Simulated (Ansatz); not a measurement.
# Ca on Co(0001): change of the work function, part 2 of 4

Aim: the work function of Co(0001) at several coverages of Ca (fcc site), and the dipole that each adsorbate carries.

Ansatz 0.2.0; plane-wave DFT, PBE, Ansatz PAW.

So far: The structure; The clean slab.

## Step 2: The clean slab (continued)

Site moment by atom:

```csv
atom,site moment (μB)
Co1,1.82
Co2,1.76
Co3,1.74
Co4,1.79
```

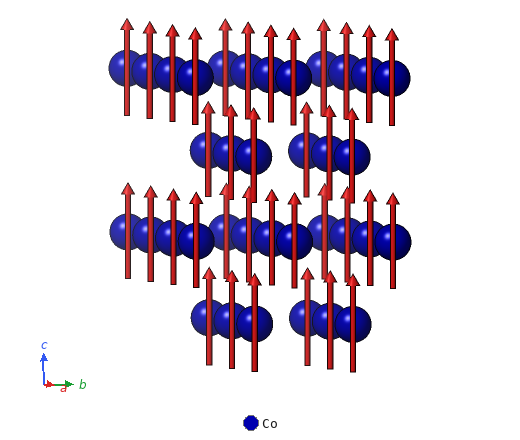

Site moment as arrows, the longest 1.82 μB. Up and down stand for the sign. Arrows give size and sign along the axis of quantisation, drawn up and down the page. 3×2×1 cells are drawn. Some periodic images of atoms are drawn too.

The relaxation took 4 steps and lowered the energy by 0.024 eV; the largest force on the free atoms ends at 0.0066 eV/Å.

The work function of the upper face is 4.93 eV.

## Step 3: Adsorbate added, k-mesh 4×4×1, coverage 0.111 ML

System of this step: Ca/Co(0001). The cell holds 37 atoms: 36 Co and 1 Ca. Its edges and angles: a = 7.530 Å, b = 7.530 Å, c = 26.779 Å, α = 90.0°, β = 90.0°, γ = 60.0°. Vacuum lies along c.

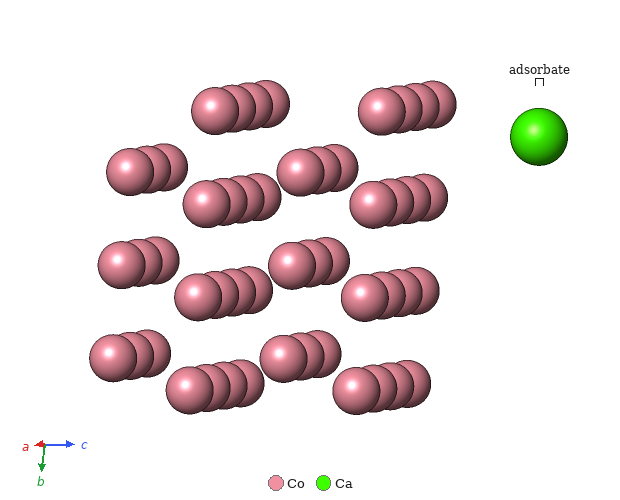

The cell of this step (cobalt pink, calcium green). Some periodic images of atoms are drawn too.

The clean slab as it ended is repeated in the plane and the adsorbate is set on one face; the cell's size fixes the coverage, and the k-mesh shrinks with it to keep the sampling density about even. Adsorbate and upper layers relax, since the dipole depends on the height.

File input.yaml:

```yaml
crystal:
  lattice:
    - [7.53, 0.0, 0.0]
    - [3.765, 6.5211712905, 0.0]
    - [0.0, 0.0, 26.7788580288]
  atoms:
    - { symbol: Co, position: [0.2222222222, 0.2222222222, 0.3360860269], spin: 1.82 }
    - { symbol: Co, position: [0.0, 0.0, 0.4121015911], spin: 1.76 }
    - { symbol: Co, position: [0.2222222222, 0.2222222222, 0.4884830077], spin: 1.74 }
    - { symbol: Co, position: [0.0, 0.0, 0.5611307648], spin: 1.79 }
    - { symbol: Co, position: [0.2222222222, 0.5555555556, 0.3360860269], spin: 1.82 }
    - { symbol: Co, position: [0.0, 0.3333333333, 0.4121015911], spin: 1.76 }
    - { symbol: Co, position: [0.2222222222, 0.5555555556, 0.4884830077], spin: 1.74 }
    - { symbol: Co, position: [0.0, 0.3333333333, 0.5611307648], spin: 1.79 }
    - { symbol: Co, position: [0.2222222222, 0.8888888889, 0.3360860269], spin: 1.82 }
    - { symbol: Co, position: [0.0, 0.6666666667, 0.4121015911], spin: 1.76 }
    - { symbol: Co, position: [0.2222222222, 0.8888888889, 0.4884830077], spin: 1.74 }
    - { symbol: Co, position: [0.0, 0.6666666667, 0.5611307648], spin: 1.79 }
    - { symbol: Co, position: [0.5555555556, 0.2222222222, 0.3360860269], spin: 1.82 }
    - { symbol: Co, position: [0.3333333333, 0.0, 0.4121015911], spin: 1.76 }
    - { symbol: Co, position: [0.5555555556, 0.2222222222, 0.4884830077], spin: 1.74 }
    - { symbol: Co, position: [0.3333333333, 0.0, 0.5611307648], spin: 1.79 }
    - { symbol: Co, position: [0.5555555556, 0.5555555556, 0.3360860269], spin: 1.82 }
    - { symbol: Co, position: [0.3333333333, 0.3333333333, 0.4121015911], spin: 1.76 }
    - { symbol: Co, position: [0.5555555556, 0.5555555556, 0.4884830077], spin: 1.74 }
    - { symbol: Co, position: [0.3333333333, 0.3333333333, 0.5611307648], spin: 1.79 }
    - { symbol: Co, position: [0.5555555556, 0.8888888889, 0.3360860269], spin: 1.82 }
    - { symbol: Co, position: [0.3333333333, 0.6666666667, 0.4121015911], spin: 1.76 }
    - { symbol: Co, position: [0.5555555556, 0.8888888889, 0.4884830077], spin: 1.74 }
    - { symbol: Co, position: [0.3333333333, 0.6666666667, 0.5611307648], spin: 1.79 }
    - { symbol: Co, position: [0.8888888889, 0.2222222222, 0.3360860269], spin: 1.82 }
    - { symbol: Co, position: [0.6666666667, 0.0, 0.4121015911], spin: 1.76 }
    - { symbol: Co, position: [0.8888888889, 0.2222222222, 0.4884830077], spin: 1.74 }
    - { symbol: Co, position: [0.6666666667, 0.0, 0.5611307648], spin: 1.79 }
    - { symbol: Co, position: [0.8888888889, 0.5555555556, 0.3360860269], spin: 1.82 }
    - { symbol: Co, position: [0.6666666667, 0.3333333333, 0.4121015911], spin: 1.76 }
    - { symbol: Co, position: [0.8888888889, 0.5555555556, 0.4884830077], spin: 1.74 }
    - { symbol: Co, position: [0.6666666667, 0.3333333333, 0.5611307648], spin: 1.79 }
    - { symbol: Co, position: [0.8888888889, 0.8888888889, 0.3360860269], spin: 1.82 }
    - { symbol: Co, position: [0.6666666667, 0.6666666667, 0.4121015911], spin: 1.76 }
    - { symbol: Co, position: [0.8888888889, 0.8888888889, 0.4884830077], spin: 1.74 }
    - { symbol: Co, position: [0.6666666667, 0.6666666667, 0.5611307648], spin: 1.79 }
    - { symbol: Ca, position: [0.1111111111, 0.1111111111, 0.6639139731] }
magnetization:
  spin_polarized: true
kpoints:
  mp_grid: { grid: [4, 4, 1] }
hamiltonian:
  xc: pbe
scf:
  occupations: { method: fermi_dirac, width: 0.1 }
  convergence: { dr2_threshold: 1.0e-08 }
efield:
  axis: 3
  dipole_correction: true
  ramp_position: 0.97
  ramp_width: 0.06
relax:
  f_tol: 0.02
  max_steps: 60
  constraints:
    - { sites: [0, 1, 4, 5, 8, 9, 12, 13, 16, 17, 20, 21, 24, 25, 28, 29, 32, 33] }
output:
  write_potential: true
  write_density: true
  volumetric_format: npy
```

Command:

```
ansatz run input.yaml --threads 4 --pin off --max-ram 16384MiB --backend cpu --events-out ev --progress --plain --runs-dir out
```

Numbers of over 12 decimals in the logs are rounded to 6 here.

Log:

```text
[...]
Crystal: 37 atoms, lattice volume = 1314.960 Å³
Basis set: ecut = 420 eV, 25793 PW (Γ), exchange–correlation on 108×108×360 points (8 copies of the dense FFT grid, shifted against one another)
Bands: 412, of which v1, the nominal top of the filled ones, is band 311 counted from 1 (310 counted from 0)
Symmetry: 6 space group operations
k-points: 4 of 16 (time reversal used)
[...]
Starting moments: Σ|m| = 63.99 μB on 36 of 37 sites
[...]
SCF iter   1: F=—  HF=-186332.637061 eV  |F-HF|=—  |Δ(HF+E_count)|=         —  Δρ=4.38e-2 (↑9.90e-3 ↓4.38e-2)  dr2=6.80e1  dr2_m=5.02e0  M=62.566 μB ∫|m|=64.755 μB  β_m=1.00  ethr=3.10e-3  p=-0.000 e·Å  D=-1.39e-7 V/Å  ΔV_dip=0.00 eV  dr2_dipole=2.42e0  V_vac-E_F(+/−)=7.38/7.38 eV  ⟨swp⟩=8.9  Hψ=15962  notcnv=0  defer=360
[...]
SCF iter  20: F=-186346.214853 eV  HF=-186346.214853 eV  |F-HF|=3.11e-9  |Δ(HF+E_count)|=   2.85e-8  Δρ=4.09e-7 (↑7.83e-8 ↓4.09e-7)  dr2=5.48e-9  dr2_m=3.99e-10  M=61.291 μB ∫|m|=67.419 μB  ethr=1.00e-12  p=0.680 e·Å  D=9.36e-2 V/Å  ΔV_dip=-2.51 eV  dr2_dipole=6.25e-10  V_vac-E_F(+/−)=2.47/4.97 eV  ⟨swp⟩=6.2  Hψ=18503  notcnv=0
SCF 1 converged in 20 iterations: F = -186346.214853 eV  dr2 = 5.48e-9
[...]
relax step   1: F+E_penalty+E_count = -186346.21485347 eV  Δ(F+E_penalty+E_count) = +0.000e0 eV  max|allowed force component| = 1.459e0 eV/Å  Δτ_max = 0.0000 Å  (20 SCF iters, accepted)
[...]
SCF iter   1: F=—  HF=-186346.491542 eV  |F-HF|=—  |Δ(HF+E_count)|=         —  Δρ=1.85e-3 (↑1.32e-3 ↓1.85e-3)  dr2=1.82e-1  dr2_m=1.99e-2  M=61.090 μB ∫|m|=67.266 μB  β_m=1.00  ethr=1.43e-5  p=0.680 e·Å  D=9.36e-2 V/Å  ΔV_dip=-2.51 eV  dr2_dipole=1.40e-2  V_vac-E_F(+/−)=2.48/4.98 eV  ⟨swp⟩=3.0  Hψ=13985  notcnv=0  defer=245
[...]
eigensolver tolerance schedule calibrated: the retry pair's looser diagonalisation under-reported the residual by θ = 0.51 (0.22/decade); ethr = c·dr2/N_el runs at the constant in force after the calibration composes with the one it found (an armed cap, an earlier calibration), c = 2.1e-2
[...]
SCF iter   2: F=—  HF=-186346.480532 eV  |F-HF|=—  |Δ(HF+E_count)|=   1.10e-2  Δρ=7.34e-4 (↑7.34e-4 ↓6.10e-4)  dr2=5.79e-2  dr2_m=2.76e-4  M=61.019 μB ∫|m|=67.207 μB  β_m=0.35  ethr=6.12e-6  p=0.691 e·Å  D=9.51e-2 V/Å  ΔV_dip=-2.55 eV  dr2_dipole=4.06e-5  V_vac-E_F(+/−)=2.43/4.98 eV  ⟨swp⟩=2.0  Hψ=5639  notcnv=0  defer=325
[...]
SCF iter  15: F=-186346.475957 eV  HF=-186346.475957 eV  |F-HF|=2.50e-9  |Δ(HF+E_count)|=   3.03e-9  Δρ=3.15e-7 (↑1.72e-7 ↓3.15e-7)  dr2=3.04e-9  dr2_m=1.04e-10  M=61.063 μB ∫|m|=67.233 μB  ethr=1.00e-12  p=0.738 e·Å  D=1.01e-1 V/Å  ΔV_dip=-2.72 eV  dr2_dipole=4.04e-10  V_vac-E_F(+/−)=2.26/4.97 eV  ⟨swp⟩=5.9  Hψ=17962  notcnv=0
SCF 2 converged in 15 iterations: F = -186346.475957 eV  dr2 = 3.04e-9
[...]
relax step   2: F+E_penalty+E_count = -186346.47595694 eV  Δ(F+E_penalty+E_count) = -2.611e-1 eV  max|allowed force component| = 1.094e0 eV/Å  Δτ_max = 0.1956 Å  (15 SCF iters, accepted)
SCF iter   1: F=—  HF=-186346.655685 eV  |F-HF|=—  |Δ(HF+E_count)|=         —  Δρ=2.53e-3 (↑1.60e-3 ↓2.53e-3)  dr2=3.82e-1  dr2_m=3.49e-2  M=60.895 μB ∫|m|=67.139 μB  β_m=1.00  ethr=3.02e-4  p=0.738 e·Å  D=1.01e-1 V/Å  ΔV_dip=-2.72 eV  dr2_dipole=7.61e-2  V_vac-E_F(+/−)=2.27/4.99 eV  ⟨swp⟩=7.6  Hψ=11957  notcnv=0  defer=311
[...]
SCF iter  13: F=-186346.631286 eV  HF=-186346.631286 eV  |F-HF|=1.37e-9  |Δ(HF+E_count)|=   8.38e-9  Δρ=5.01e-7 (↑1.06e-7 ↓5.01e-7)  dr2=4.86e-9  dr2_m=6.06e-10  M=60.847 μB ∫|m|=67.101 μB  ethr=1.00e-12  p=0.759 e·Å  D=1.05e-1 V/Å  ΔV_dip=-2.80 eV  dr2_dipole=1.58e-10  V_vac-E_F(+/−)=2.17/4.97 eV  ⟨swp⟩=6.4  Hψ=18309  notcnv=0
SCF 3 converged in 13 iterations: F = -186346.631286 eV  dr2 = 4.86e-9
relax step   3: F+E_penalty+E_count = -186346.63128579 eV  Δ(F+E_penalty+E_count) = -1.553e-1 eV  max|allowed force component| = 3.046e-1 eV/Å  Δτ_max = 0.1970 Å  (13 SCF iters, accepted)
[...]
relax step   4: F+E_penalty+E_count = -186346.65300907 eV  Δ(F+E_penalty+E_count) = -2.172e-2 eV  max|allowed force component| = 1.865e-1 eV/Å  Δτ_max = 0.1174 Å  (14 SCF iters, accepted)
[...]
relax step   5: F+E_penalty+E_count = -186346.65800952 eV  Δ(F+E_penalty+E_count) = -5.000e-3 eV  max|allowed force component| = 5.810e-2 eV/Å  Δτ_max = 0.0194 Å  (12 SCF iters, accepted)
SCF iter   1: F=—  HF=-186346.659239 eV  |F-HF|=—  |Δ(HF+E_count)|=         —  Δρ=2.11e-4 (↑1.79e-4 ↓2.11e-4)  dr2=9.86e-4  dr2_m=3.52e-4  M=60.737 μB ∫|m|=67.012 μB  β_m=1.00  ethr=3.04e-6  p=0.749 e·Å  D=1.03e-1 V/Å  ΔV_dip=-2.76 eV  dr2_dipole=1.17e-5  V_vac-E_F(+/−)=2.21/4.97 eV  ⟨swp⟩=2.5  Hψ=5562  notcnv=0  defer=383
[...]
SCF iter  12: F=-186346.658559 eV  HF=-186346.658559 eV  |F-HF|=4.48e-9  |Δ(HF+E_count)|=  5.53e-10  Δρ=5.95e-7 (↑5.22e-8 ↓5.95e-7)  dr2=4.65e-9  dr2_m=1.13e-9  M=60.740 μB ∫|m|=67.013 μB  ethr=1.00e-12  p=0.749 e·Å  D=1.03e-1 V/Å  ΔV_dip=-2.76 eV  dr2_dipole=2.24e-12  V_vac-E_F(+/−)=2.21/4.97 eV  ⟨swp⟩=6.0  Hψ=16188  notcnv=0
SCF 6 converged in 12 iterations: F = -186346.658559 eV  dr2 = 4.65e-9
relax step   6: F+E_penalty+E_count = -186346.65855914 eV  Δ(F+E_penalty+E_count) = -5.496e-4 eV  max|allowed force component| = 9.315e-3 eV/Å  Δτ_max = 0.0062 Å  (12 SCF iters, accepted)
NSCF: frozen V_eff on 4 k-points
[...]
SCF converged after 12 iterations
Magnetization: 60.7402 μB (341.3701 up, 280.6299 down)
Absolute magnetization: 67.0305 μB (∫|ρ↑−ρ↓|, with the PAW one-centre terms)
[...]
Per-site moments (μB) at R_I (Å): [(1.820865, 1.030734), (1.751257, 1.030129), (1.721102, 0.998394), (1.610538, 0.986290), (1.821838, 1.030734), (1.751257, 1.030129), (1.741021, 1.004748), (1.610538, 0.986290), (1.820865, 1.030734), (1.754822, 1.030734), (1.721102, 0.998394), (1.801668, 1.004748), (1.821838, 1.030734), (1.751257, 1.030129), (1.741021, 1.004748), (1.610538, 0.986290), (1.821838, 1.030734), (1.755847,  [...]
Free energy (F): -186346.658559 eV
[...]
Internal energy: -186345.384160 eV  (E = F + TS)
E sigma→0 (E₀):  -186346.021360 eV
Entropy (-TS):   -1.274399 eV (-34.443 meV/atom)
Fermi energy:    3.374622 eV
Dipole field:    D = 0.103096 V/Å  (p = 0.749190 e·Å, saw-weighted, corrected)
Work function:   Φ+ = 2.2089 eV   Φ− = 4.9696 eV
[...]
--- Forces (eV/Å), atoms counted from 1 ---
  atom   1  Co     0.00256493     0.00148086     0.50246064
  atom   2  Co    -0.01099210    -0.00634629    -0.52492925
  atom   3  Co     0.00806712     0.00465756    -0.00584134
  atom   4  Co    -0.00134649    -0.00077740     0.00428002
  atom   5  Co     0.00072873    -0.00042073     0.50136340
  atom   6  Co     0.00000000     0.01269259    -0.52492925
  atom   7  Co     0.00138920    -0.00080206     0.00400133
  atom   8  Co     0.00000000     0.00155479     0.00428002
  atom   9  Co     0.00000000    -0.00296173     0.50246064
  atom  10  Co     0.03536211    -0.02041632    -0.49835306
  atom  11  Co    -0.00000000    -0.00931511    -0.00584134
  atom  12  Co    -0.00266242     0.00153715    -0.00323538
  atom  13  Co    -0.00000000     0.00084146     0.50136340
  atom  14  Co     0.01099210    -0.00634629    -0.52492925
  atom  15  Co    -0.00000000     0.00160411     0.00400133
  atom  16  Co     0.00134649    -0.00077740     0.00428002
  atom  17  Co    -0.00072873    -0.00042073     0.50136340
  atom  18  Co     0.03873671     0.02236465    -0.48430490
  atom  19  Co    -0.00138920    -0.00080206     0.00400133
  atom  20  Co     0.00277657     0.00160306    -0.00116180
  atom  21  Co     0.00208913    -0.00120616     0.50340197
  atom  22  Co     0.00000000    -0.04472930    -0.48430490
  atom  23  Co     0.00450230    -0.00259940     0.00324529
  atom  24  Co     0.00000000    -0.00320611    -0.00116180
  atom  25  Co    -0.00256493     0.00148086     0.50246064
  atom  26  Co    -0.00000000     0.04083264    -0.49835306
  atom  27  Co    -0.00806712     0.00465756    -0.00584134
  atom  28  Co    -0.00000000    -0.00307430    -0.00323538
  atom  29  Co    -0.00000000     0.00241232     0.50340197
  atom  30  Co    -0.03873671     0.02236465    -0.48430490
  atom  31  Co    -0.00000000     0.00519881     0.00324529
  atom  32  Co    -0.00277657     0.00160306    -0.00116180
  atom  33  Co    -0.00208913    -0.00120616     0.50340197
  atom  34  Co    -0.03536211    -0.02041632    -0.49835306
  atom  35  Co    -0.00450230    -0.00259940     0.00324529
  atom  36  Co     0.00266242     0.00153715    -0.00323538
  atom  37  Ca    -0.00000000    -0.00000000    -0.00276422
  max |Σ_I F_I| component: 1.65e-5 eV/Å
--- Band table (eV; the first three rows and the last of 8) ---
  k-point 0 ↑: bands = [... 307 lower, 2.1885, 2.1963, 2.1963, 2.2091, 2.2191, 2.2312, 2.2357, 2.2357, ... 97 higher]
  k-point 1 ↑: bands = [... 307 lower, 2.2149, 2.2266, 2.2296, 2.2346, 2.2469, 2.2872, 2.2918, 2.3106, ... 97 higher]
  k-point 2 ↑: bands = [... 307 lower, 2.2719, 2.2825, 2.2869, 2.2933, 2.2990, 2.3101, 2.3121, 2.3195, ... 97 higher]
  k-point 3 ↓: bands = [... 307 lower, 4.1588, 4.2009, 4.2287, 4.2341, 4.2480, 4.2706, 4.2788, 4.2856, ... 97 higher]
--- Relaxed structure (6 steps of the walk, 6 accepted, 0 SCFs on fresh bases) ---
  F+E_penalty+E_count = -186346.65855914 eV   max|allowed force component| = 9.315e-3 eV/Å
  atoms:
    - { symbol: Co, position: [0.222222, 0.222222, 0.3360860269] }
    - { symbol: Co, position: [1.1111101403313757e-11, 1.1111101403313758e-11, 0.4121015911] }
    - { symbol: Co, position: [0.222763, 0.222763, 0.487956] }
    - { symbol: Co, position: [-0.00221482, -0.00221482, 0.559838] }
    - { symbol: Co, position: [0.222222, 0.555556, 0.3360860269] }
    - { symbol: Co, position: [1.1111084274872951e-11, 0.333333, 0.4121015911] }
    - { symbol: Co, position: [0.222728, 0.555302, 0.489033] }
    - { symbol: Co, position: [-0.00221482, 0.337763, 0.559838] }
    - { symbol: Co, position: [0.222222, 0.888889, 0.3360860269] }
    - { symbol: Co, position: [-2.2222279572048365e-11, 0.666667, 0.4121015911] }
    - { symbol: Co, position: [0.222763, 0.887808, 0.487956] }
    - { symbol: Co, position: [0.000299004, 0.666517, 0.562104] }
    - { symbol: Co, position: [0.555556, 0.222222, 0.3360860269] }
    - { symbol: Co, position: [0.333333, 1.1111101403313758e-11, 0.4121015911] }
    - { symbol: Co, position: [0.555302, 0.222728, 0.489033] }
    - { symbol: Co, position: [0.337763, -0.00221482, 0.559838] }
    - { symbol: Co, position: [0.555556, 0.555556, 0.3360860269] }
    - { symbol: Co, position: [0.333333, 0.333333, 0.4121015911] }
    - { symbol: Co, position: [0.555302, 0.555302, 0.489033] }
    - { symbol: Co, position: [0.332026, 0.332026, 0.562280] }
    - { symbol: Co, position: [0.555556, 0.888889, 0.3360860269] }
    - { symbol: Co, position: [0.333333, 0.666667, 0.4121015911] }
    - { symbol: Co, position: [0.556930, 0.888202, 0.488258] }
    - { symbol: Co, position: [0.332026, 0.669282, 0.562280] }
    - { symbol: Co, position: [0.888889, 0.222222, 0.3360860269] }
    - { symbol: Co, position: [0.666667, -2.2222234688031943e-11, 0.4121015911] }
    - { symbol: Co, position: [0.887808, 0.222763, 0.487956] }
    - { symbol: Co, position: [0.666517, 0.000299004, 0.562104] }
    - { symbol: Co, position: [0.888889, 0.555556, 0.3360860269] }
    - { symbol: Co, position: [0.666667, 0.333333, 0.4121015911] }
    - { symbol: Co, position: [0.888202, 0.556930, 0.488258] }
    - { symbol: Co, position: [0.669282, 0.332026, 0.562280] }
    - { symbol: Co, position: [0.888889, 0.888889, 0.3360860269] }
    - { symbol: Co, position: [0.666667, 0.666667, 0.4121015911] }
    - { symbol: Co, position: [0.888202, 0.888202, 0.488258] }
    - { symbol: Co, position: [0.666517, 0.666517, 0.562104] }
    - { symbol: Ca, position: [0.111111, 0.111111, 0.645340] }
```

The job ended after 34 min (4 threads of Arm Neoverse V1, shared host; peak memory 10 GiB; 2.2 h of CPU time).

[end of part 2 of 4]

[Logs are printed without paths, hosts, clocks, repeated set-up lines and the standing remarks that a program may print on its own settings, such as how far it seeks lower states.]

[Hosts, paths, dates, database ids (printed as entryN), source tags and the programs' standing remarks are cut or masked in the printed files.]

[Maps of the electrostatic potential energy from Ansatz leave out the sawtooth potential of an applied field or a dipole correction, so their vacuum need not be flat; planar profiles and work functions include it.]
